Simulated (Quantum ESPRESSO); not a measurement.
**Energy of TiO2 along an even scaling of the cell**

System: TiO2 (6 atoms in the cell).
Method: Kohn-Sham DFT of a periodic cell, PBE, SSSP 1.3 efficiency PBE, no spin polarisation (Quantum ESPRESSO 7.5).

The 7 runs differ only in the geometry, by an even scaling of the cell at fixed fractional positions. The structure derives from a Materials Project entry.

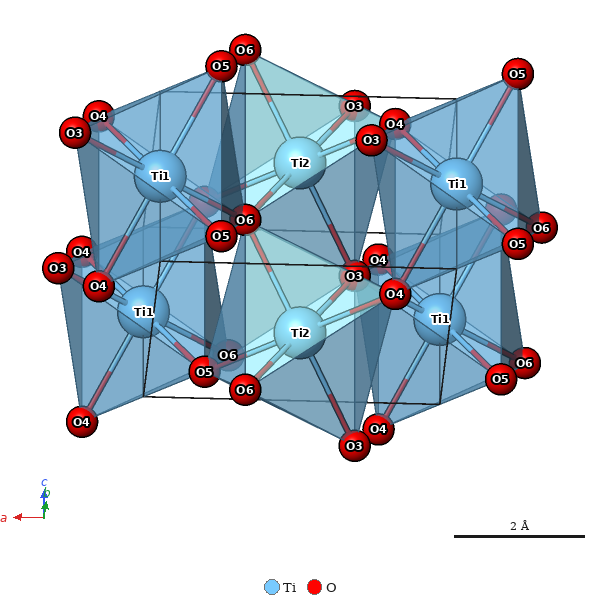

Figure 1. The structure of run 4 (polyhedral view of the cell of the calculation, seen at an oblique angle; polyhedra are completed across the faces of the cell; atoms are numbered from 1 in the order of the input).

**Input of run 4**
```
&CONTROL
  calculation = 'scf'
  prefix = 'pwscf'
  outdir = './tmp'
  pseudo_dir = './pseudo'
  tprnfor = .true.
  tstress = .true.
  disk_io = 'nowf'
/
&SYSTEM
  ibrav = 0
  nat = 6
  ntyp = 2
  ecutwfc = 55
  ecutrho = 440
  nbnd = 33
  occupations = 'smearing'
  smearing = 'fd'
  degauss = 0.00367493
/
&ELECTRONS
  conv_thr = 1.2d-09
  electron_maxstep = 120
  mixing_beta = 0.5
/
ATOMIC_SPECIES
Ti    47.8670 ti_pbe_v1.4.uspp.F.UPF
O     15.9990 O.pbe-n-kjpaw_psl.0.1.UPF
CELL_PARAMETERS angstrom
   4.5998373239    0.0000000000    0.0000000000
   0.0000000000    4.5998373239    0.0000000000
   0.0000000000    0.0000000000    2.9592135600
ATOMIC_POSITIONS crystal
Ti     0.0000000000    0.0000000000    0.5000000000
Ti     0.5000000000    0.5000000000    0.0000000000
O      0.3043213200    0.3043213200    0.5000000000
O      0.1956786800    0.8043213200    0.0000000000
O      0.8043213200    0.1956786800    0.0000000000
O      0.6956786800    0.6956786800    0.5000000000
K_POINTS automatic
6 6 9 0 0 0
```

Command:
```bash
OMP_NUM_THREADS=1 mpirun -n 2 pw.x -nk 2 -in pw.in > pw.out
```

Lattice vectors (Å) and fractional positions of run 4:
```
   4.599837    0.000000    0.000000
   0.000000    4.599837    0.000000
   0.000000    0.000000    2.959214
Ti  0.000000  0.000000  0.500000
Ti  0.500000  0.500000  0.000000
O   0.304321  0.304321  0.500000
O   0.195679  0.804321  0.000000
O   0.804321  0.195679  0.000000
O   0.695679  0.695679  0.500000
```

Run 3 differs from it as follows:
```diff
-   4.5998373239    0.0000000000    0.0000000000
-   0.0000000000    4.5998373239    0.0000000000
-   0.0000000000    0.0000000000    2.9592135600
+   4.5689650023    0.0000000000    0.0000000000
+   0.0000000000    4.5689650023    0.0000000000
+   0.0000000000    0.0000000000    2.9393524679
```

**Results, with one run withheld**

```csv
run,volume per atom (Å³),"free energy per atom, from the lowest run given (meV)",pressure (GPa),gap on the mesh (eV)
1,9.809,50.54,21.19,2.01
2,10.018,26.86,14.82,1.96
3,10.227,?,?,?
4,10.435,2.32,3.92,1.86
5,10.644,0.00,−0.73,1.81
6,10.853,3.44,−4.92,1.76
7,11.062,12.06,−8.69,1.71
```

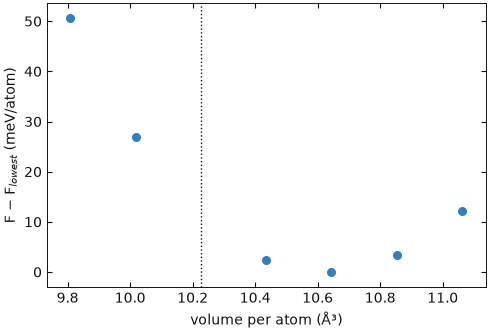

Figure 2. Free energy per atom of the runs given; the dotted line marks run 3.

Fit the runs given and predict run 3.

A cubic polynomial in V^(−2/3) (the Birch–Murnaghan form), fitted to the 6 runs given, misses them by at most 0.02 meV per atom. With x = V^(−2/3) − 0.20915 Å⁻², it reads F = 1.8546 + 1734.2 x + 3.9734e+05 x² + 2.3259e+05 x³ (meV per atom). At run 3 it gives 11.03 meV per atom, and the run itself gives 11.04. The slope of the fit gives a pressure −dF/dV of 9.31 GPa there, and the run prints 9.09 GPa. The two needn't agree exactly: the fit is approximate, and the printed stress is taken on a finite basis. The fit has its minimum at 10.621 Å³ per atom, where V d²F/dV² gives 227 GPa. Cell shape and fractional positions are held, so this is the stiffness under even scaling; the relaxed bulk modulus wasn't computed. The gap on the mesh goes, without turning, from 2.01 eV in run 1 to 1.71 eV in run 7; run 3 has 1.91 eV. These are gaps of this functional on this mesh, which can miss the band edges; they aren't the measured gap.

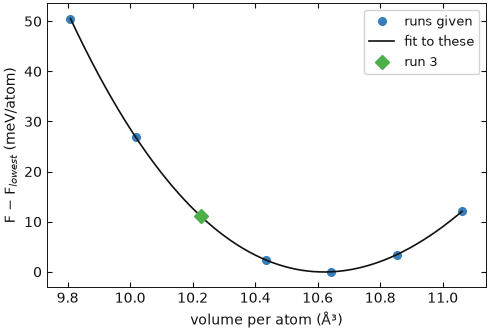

Figure 3. The fit and the withheld run.

**Some lines of the output (run 3)**
```
[...]
     total energy              =    -404.92564309 Ry
     total energy              =    -405.91378516 Ry
     total energy              =    -405.91479019 Ry
     total energy              =    -405.92177903 Ry
     total energy              =    -405.92191402 Ry
     total energy              =    -405.92190819 Ry
     total energy              =    -405.92191295 Ry
     total energy              =    -405.92191298 Ry
     total energy              =    -405.92191302 Ry
     the Fermi energy is    10.3471 ev
!    total energy              =    -405.92191302 Ry
     The total energy is F=E-TS. E is the sum of the following terms:
     Computing stress (Cartesian axis) and pressure
          total   stress  (Ry/bohr**3)                   (kbar)     P=       90.90
```

Notes on the run: negative rho.
